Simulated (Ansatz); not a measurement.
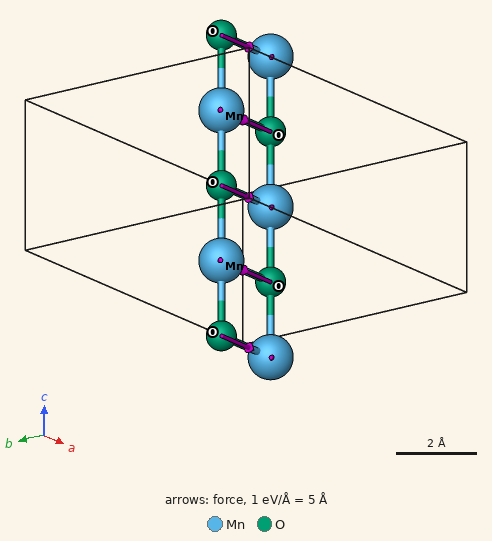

Starting geometry of a wire of composition MnO with the computed forces as purple arrows. The picture is a ball-and-stick view of the cell of the calculation, with the vacuum cut short, seen from a free direction.

Case: ladder chain of atoms.

The calculation used DFT PBE, scalar-relativistic, plane waves, PAW (Ansatz).

The input:
```yaml
crystal:
  lattice:
    - [11.1, 0.0, 0.0]
    - [0.0, 9.3, 0.0]
    - [0.0, 0.0, 3.9983954491]
  atoms:
    - { symbol: Mn, position: [0.4054433509, 0.5, 0.0], spin: 4.44 }
    - { symbol: O, position: [0.4054433509, 0.5, 0.5], spin: 0.5 }
    - { symbol: O, position: [0.5945566491, 0.5, 0.0], spin: 0.5 }
    - { symbol: Mn, position: [0.5945566491, 0.5, 0.5], spin: 4.44 }
basis:
  ecutwfc: 420
kpoints:
  mp_grid: { grid: [1, 1, 16] }
hamiltonian:
  xc: pbe
scf:
  occupations: { method: gaussian, width: 0.05 }
output:
  forces: true
  stress: true
  eigenvalues: true
  populations: true
  write_density: true
  write_potential: true
  elf: true
  volumetric_format: npy
magnetization:
  spin_polarized: true
relax:
  adjacent_minimum: "off"
  f_tol: 0.01
  max_steps: 45
  cell: { fix: [a, b, alpha, beta, gamma], stress_tol: 0.03 }
```

Command:
```bash
ansatz run input.yaml --threads 2 --pin off --max-ram 5120MiB --backend cpu --events-out ev --progress --plain --runs-dir out
```

**What follows when this structure is relaxed?**

It isn't relaxed: the largest force vector, on O atoms, is 0.28 eV/Å. The final displacements have little in common with the starting forces (cosine between the two patterns 0.23). Over 5 accepted moves (7 points after the start) the energy falls by 0.297 eV per cell of the calculation. The largest force component goes from 0.28 to 0.00036 eV/Å. The SCF was repeated twice at an unchanged geometry on a basis and grid sized afresh for the cell, which shifted the energy by 5.9 meV per cell of the calculation at most. The largest moves relative to the layer's centre, 0.077 Å, are those of Mn1 and Mn4. By element the largest moves are Mn 0.077 Å, O 0.011 Å. Along the periodic axis the drawn cell goes c 3.998 → 3.766 Å (−5.8 %). Some distances before and after: Mn1–O2 1.999 → 1.885 Å, Mn1–O3 2.099 → 2.166 Å. Among the angles between lasting bonds that change: O2–Mn1–O2 180.0° → 174.6°, Mn4–O3–Mn4 180.0° → 174.6°, O2–Mn1–O3 90.0° → 87.3°. The run may lie on a higher electronic state than the lowest, so the end point isn't shown to be the ground-state structure.
